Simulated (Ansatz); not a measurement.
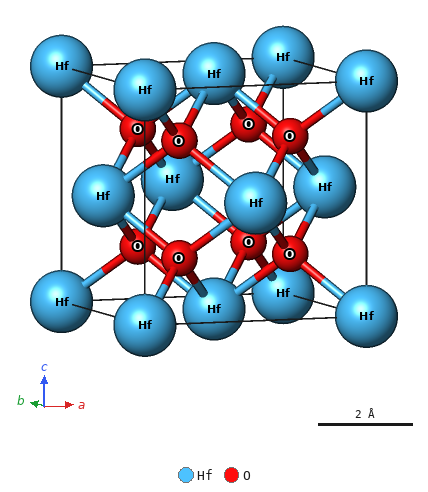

The structure (ball-and-stick view of the cell 4 times as large as that of the calculation, set on its symmetry axes, seen slightly off an axis). Near neighbours in the crystal (not all of them lie inside the picture): Hf has 8 O at 2.19 Å; O has 4 Hf at 2.19 Å.

GW calculation of HfO2

The run: GW calculation of HfO2 (Fm-3m, 3 atoms in the cell). Method and program: G0W0 on PBE, plane waves, norm-conserving pseudopotentials, no spin polarisation (Ansatz 0.2.0).

The structure derives from an entry of the Crystallography Open Database. The geometry comes from this level: r2SCAN.

Log
```
Engine: ansatz 0.2.0, aarch64-unknown-linux-gnu
Pseudopotentials: kind: nc
Pseudopotential: Hf, nc, valence charge 12, recommended cutoff 789.130201 eV (normal), Hf.nc.azcp (PseudoDojo's, or run here from an input of PseudoDojo's: the run reads no file of this project's for it)
Pseudopotential: O, nc, valence charge 6, recommended cutoff 1240 eV (normal), O.nc.azcp
Functional definition: PBE
  parameter kappa = 0.804
  parameter beta = 0.06672455060314922
  exchange = pbe_x(kappa = kappa, mu = beta*pi^2/3)
  correlation = pbe_c(beta = beta)
Crystal: 3 atoms, lattice volume = 32.357 Å³
Basis set: ecut = 1240 eV, 3143 PW (Γ)
Bands: 16, of which v1, the nominal top of the filled ones, is band 12 counted from 1 (11 counted from 0)
Symmetry: 48 space group operations
Space group: Fm-3m (ITA 225), of the structure as read, at distance tolerance 3.2e-5 Å
k-points: 8 of 64
Non-local potential: Hf, projectors of the file, l = 0: 2, l = 1: 2, l = 2: 2, l = 3: 2
Non-local potential: O, projectors of the file, l = 0: 2, l = 1: 2, l = 2: 1
Initial density: superposition of atomic densities (chi_scale 0.1, normalization cell, long waves kept (reshape's long-wave potential 0.00 eV rms))
Initial wavefunctions: pseudopotential atomic-orbital guess
Functional: x = pbe(κ = 0.804, μ = 0.2195149727645171), c = pbe(β = 0.06672455060314922)
SCF iter   1: F=—  HF=-2469.096120 eV  |F-HF|=—  |Δ(HF+E_count)|=         —  Δρ=6.65e-2  dr2=1.33e0  ethr=3.10e-3  ⟨swp⟩=5.1  Hψ=619  notcnv=0  defer=15
preconditioner: auto → none  [insulator: Δε(μ)=4.336 eV  Ē_g=19.376 eV  n_scr=14 (ndim 8)  ℏωp=30.6 eV  f_vac=0.000  ε∞_Penn≈3.5]
SCF iter   2: F=—  HF=-2468.883325 eV  |F-HF|=—  |Δ(HF+E_count)|=   2.13e-1  Δρ=4.72e-2  dr2=3.68e-1  ethr=3.10e-3  ⟨swp⟩=2.2  Hψ=272  notcnv=0  defer=16
SCF iter   3: F=—  HF=-2468.827320 eV  |F-HF|=—  |Δ(HF+E_count)|=   5.60e-2  Δρ=1.67e-2  dr2=8.79e-2  ethr=1.53e-3  ⟨swp⟩=2.9  Hψ=229  notcnv=0  defer=16
SCF iter   4: F=—  HF=-2468.821615 eV  |F-HF|=—  |Δ(HF+E_count)|=   5.71e-3  Δρ=6.63e-3  dr2=1.31e-2  ethr=3.66e-4  ⟨swp⟩=2.1  Hψ=210  notcnv=0  defer=16
SCF iter   5: F=—  HF=-2468.822408 eV  |F-HF|=—  |Δ(HF+E_count)|=   7.93e-4  Δρ=1.24e-3  dr2=4.08e-4  ethr=5.45e-5  ⟨swp⟩=2.2  Hψ=201  notcnv=0  defer=16
SCF iter   6: F=—  HF=-2468.822494 eV  |F-HF|=—  |Δ(HF+E_count)|=   8.62e-5  Δρ=2.53e-4  dr2=1.94e-5  ethr=1.70e-6  ⟨swp⟩=2.6  Hψ=221  notcnv=0  defer=16
SCF iter   7: F=—  HF=-2468.822497 eV  |F-HF|=—  |Δ(HF+E_count)|=   3.63e-6  Δρ=5.48e-5  dr2=2.87e-7  ethr=8.08e-8  ⟨swp⟩=2.6  Hψ=250  notcnv=0  defer=10
SCF iter   8: F=-2468.822497 eV  HF=-2468.822497 eV  |F-HF|=2.98e-9  |Δ(HF+E_count)|=   3.52e-8  Δρ=5.81e-6  dr2=4.65e-9  ethr=4.17e-10  ⟨swp⟩=7.5  Hψ=636  notcnv=0
SCF 1 converged in 8 iterations: F = -2468.822497 eV  dr2 = 4.65e-9
```

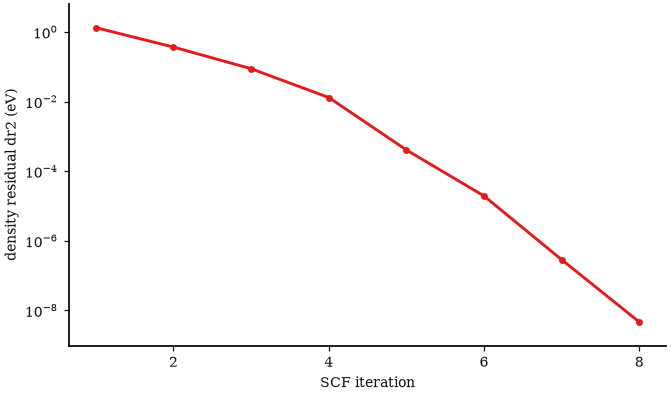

Convergence of the self-consistent field: density residual dr2 against the SCF iteration. The residual falls at every step.

```
NSCF: frozen V_eff on 8 k-points
G₀W₀ screening: q 1/8
G₀W₀ screening: q 2/8 (q-point 5)
G₀W₀ screening: q 3/8 (q-point 6)
G₀W₀ screening: q 4/8 (q-point 2)
G₀W₀ screening: q 5/8 (q-point 4)
G₀W₀ screening: q 6/8 (q-point 8)
G₀W₀ screening: q 7/8 (q-point 3)
G₀W₀ screening: q 8/8 (q-point 7)
G₀W₀ self-energy: k 1/8
G₀W₀ self-energy: k 2/8
G₀W₀ self-energy: k 3/8
G₀W₀ self-energy: k 4/8
G₀W₀ self-energy: k 5/8
G₀W₀ self-energy: k 6/8
G₀W₀ self-energy: k 7/8
G₀W₀ self-energy: k 8/8
NSCF: frozen V_eff on 1 k-points
SCF converged after 8 iterations
Free energy (F): -2468.822497 eV
Harris-Foulkes:  -2468.822497 eV  (|F-HF|=2.98e-9)
Internal energy: -2468.822497 eV  (E = F + TS)
E sigma→0 (E₀):  -2468.822497 eV
Fermi energy:    12.486642 eV
--- Per-component energies (eV) ---
  E_band       = -104.471417
  E_kinetic    = 1031.861184
  E_local      = -1296.602926  (includes V_loc(G=0)·N_el)
  E_nonlocal   = -87.427933
  E_hartree    = 380.160900
  E_xc         = -646.816790
  E_vxc        = -512.625434  (∫ρ·V_xc dr)
  E_ewald      = -1849.996932
  E_smearing   = -0.000000  (= −TS)
  E_closure    = 0.000000  (closes the sum)
  Σ components = -2468.822497   (vs F -2468.822497, Δ=0.00e0)
--- Band table (eV; the first three rows and the last of 8) ---
  k-point 0: bands = ["-48.6183", "-17.1015", "-17.1015", "-17.1015", "-6.2654", "-3.1688", "7.0905", "7.0905", "7.0905", "11.8721", "11.8721", "11.8721", "16.4185", "16.4185", "18.3782", "23.0130"]
  k-point 1: bands = ["-48.6111", "-17.3351", "-17.1275", "-17.1275", "-5.5547", "-3.7045", "7.6188", "7.6188", "8.4996", "10.5036", "11.0631", "11.0631", "17.1456", "17.1456", "19.5976", "21.7992"]
  k-point 2: bands = ["-48.6039", "-17.5515", "-17.1532", "-17.1532", "-5.0315", "-3.8894", "8.1327", "8.1327", "9.4129", "9.7469", "10.6438", "10.6438", "17.1542", "17.1542", "19.5655", "21.5618"]
  k-point 7: bands = ["-48.5991", "-17.4072", "-17.4072", "-17.2316", "-4.2830", "-4.2830", "7.1567", "7.3892", "9.9021", "9.9021", "11.0677", "12.2755", "17.3586", "17.7160", "19.6510", "19.6510"]
--- G₀W₀: contour deformation, 6 samples at zero and on the imaginary axis and 1 off it, 64 q-points, 121 empty bands' worth ---
  eigenvalues of the whole cell's RPA ε∞ on this k-mesh (on a slab, of 1 + 4πα/V) = 5.0180, 5.0180, 5.0180; static W/v taken at q = 0 is 0.199281
  bands read: the sum over 133 bands ends inside a degenerate multiplet in 3 slots, whose members it reads at an even weight; the widest, k=0: bands 132 to 134 (counted from 1) at 2/3 each
  gw.qp_kpoints: band_edges: 8 of 8 stored k-points solved, in 1 pass; an edge of the gap read off the rows below is read off those points alone
    ik  band        ε_KS         Σx   Σc(E_QP)       V_xc       Z   E_QP_lin       E_QP  E_QP is
     0    11     11.8721   -26.4630     4.5137   -21.2566  0.7700    11.1742    11.1794  root
     0    12     11.8721   -26.4630     4.5137   -21.2566  0.7700    11.1742    11.1794  root
     0    13     16.4185   -10.9102    -5.1825   -16.9075  0.8195    17.2395    17.2333  root
     0    14     16.4185   -10.9102    -5.1825   -16.9075  0.8195    17.2395    17.2333  root
     1    11     11.0631   -25.4451     4.4001   -20.2827  0.7688    10.2939    10.3008  root
     1    12     11.0631   -25.4451     4.4001   -20.2827  0.7688    10.2939    10.3008  root
     1    13     17.1456   -12.1566    -5.1012   -18.1522  0.8080    18.0483    18.0401  root
     1    14     17.1456   -12.1566    -5.1012   -18.1522  0.8080    18.0483    18.0401  root
     2    11     10.6438   -26.2488     4.7980   -20.6392  0.7620     9.8234     9.8322  root
     2    12     10.6438   -26.2488     4.7980   -20.6392  0.7620     9.8234     9.8322  root
     2    13     17.1542   -11.4506    -5.3540   -17.6933  0.8114    18.0513    18.0429  root
     2    14     17.1542   -11.4506    -5.3540   -17.6933  0.8114    18.0513    18.0429  root
     3    11     11.7932   -26.7117     4.5507   -21.4821  0.7690    11.1092    11.1142  root
     3    12     11.7932   -26.7117     4.5507   -21.4821  0.7690    11.1092    11.1142  root
     3    13     17.0383   -11.9688    -4.9614   -17.8121  0.8092    17.9280    17.9203  root
     3    14     17.1519   -11.1291    -5.4865   -17.4973  0.8114    18.0421    18.0337  root
     4    11     11.1216   -26.1003     4.5491   -20.8145  0.7665    10.3784    10.3849  root
     4    12     11.2826   -25.9580     4.4808   -20.7500  0.7682    10.5493    10.5554  root
     4    13     17.0388   -11.8352    -4.8207   -17.5007  0.8095    17.8905    17.8836  root
     4    14     17.6403   -11.5820    -5.5880   -18.1006  0.8043    18.5812    18.5708  root
     5    11     10.3851   -25.8263     4.7305   -20.2780  0.7611     9.5579     9.5672  root
     5    12     11.7626   -26.6987     4.5157   -21.5129  0.7691    11.0877    11.0925  root
     5    13     16.8652   -11.1841    -5.0473   -17.0478  0.8161    17.6880    17.6817  root
     5    14     17.8095   -12.6542    -5.2469   -18.8631  0.7978    18.7824    18.7714  root
     6    11     10.9254   -25.8782     4.4824   -20.6735  0.7653    10.1968    10.2032  root
     6    12     12.4866   -26.9476     4.4366   -21.9145  0.7717    11.8867    11.8901  root
     6    13     16.3223   -10.7102    -4.7202   -16.1916  0.8183    17.0884    17.0834  root
     6    14     18.0712   -11.5691    -5.9245   -18.4599  0.7974    19.0501    19.0375  root
     7    11     11.0677   -25.9168     4.4272   -20.7831  0.7667    10.3553    10.3612  root
     7    12     12.2755   -26.7799     4.4720   -21.6822  0.7709    11.6458    11.6497  root
     7    13     17.3586   -12.3226    -4.7781   -17.9799  0.8029    18.2458    18.2379  root
     7    14     17.7160   -11.3456    -5.6650   -17.9448  0.8032    18.6607    18.6501  root
```

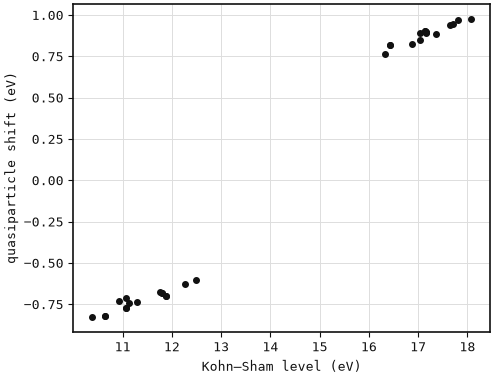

Quasiparticle corrections (linearised) against the Kohn–Sham levels, for the bands and k-points computed. On this mesh the gap goes from 3.84 to 5.19 eV.

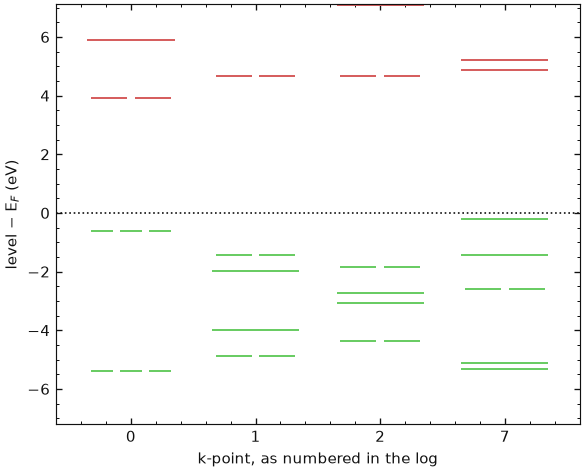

Kohn–Sham levels near the Fermi level (dotted) at the few k-points that the log prints; levels within 0.02 eV of each other stand side by side. Among these points the highest filled and lowest empty levels are 4.14 eV apart; the gap on the full mesh, 3.84 eV, has an edge at a point that isn't printed.

The run was set up as follows.

Input
```yaml
crystal:
  lattice:
    - [0.0, 2.5291823175, 2.5291823175]
    - [2.5291823175, 0.0, 2.5291823175]
    - [2.5291823175, 2.5291823175, 0.0]
  atoms:
    - { symbol: Hf, position: [0.0, 0.0, 0.0] }
    - { symbol: O, position: [0.25, 0.25, 0.25] }
    - { symbol: O, position: [0.75, 0.75, 0.75] }
kpoints:
  mp_grid: { grid: [4, 4, 4] }
hamiltonian:
  xc: pbe
  pseudopotentials: { kind: nc }
scf:
  occupations: { method: fixed }
gw:
  n_empty_bands: 121
  ecut_chi: 140
  qp_bands: [v2, c2]
  qp_kpoints: band_edges
  screening: { model: contour_deformation }
```

Run as:
```bash
ansatz run input.yaml --threads 2 --pin off --max-ram 3686MiB --backend cpu --events-out ev --progress --plain --runs-dir out
```

Key numbers

```csv
quantity,value
outcome,converged
space group (tolerance 0.01 Å),Fm-3m (225)
electrons treated,24
free energy,−2468.8225 eV
Fermi energy,12.487 eV
gap on the k-point mesh,3.84 eV
quasiparticle gap on the mesh,5.19 eV
hardware,"2 threads of Arm Neoverse V1, 24 GiB of memory available, shared host"
wall time,19 s (CPU time 37 s)
peak memory,0.4 GiB
```

Notes

The GW levels are not extrapolated in basis or mesh. Spin–orbit coupling is left out, which matters for Hf.
